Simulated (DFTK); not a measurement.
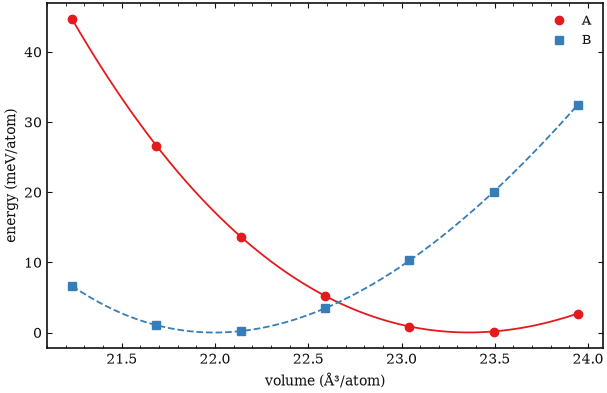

Plotted: energy against volume, with one curve for each functional, for GaAs (space group F-43m). The labels are replaced by letters. In alphabetical order the cases are: LDA; PBEsol.

Calculation (DFTK 0.8.2): plane-wave DFT, no spin polarisation; energies at scaled volumes of the given cell, shape and fractions fixed, counted from the fit's minimum, third-order Birch-Murnaghan fit. All runs: no spin polarisation.

```tsv
setting	value
occupations	Fermi–Dirac
smearing width	0.05 eV
```

**Which letter stands for which functional?**

A: PBEsol; B: LDA.
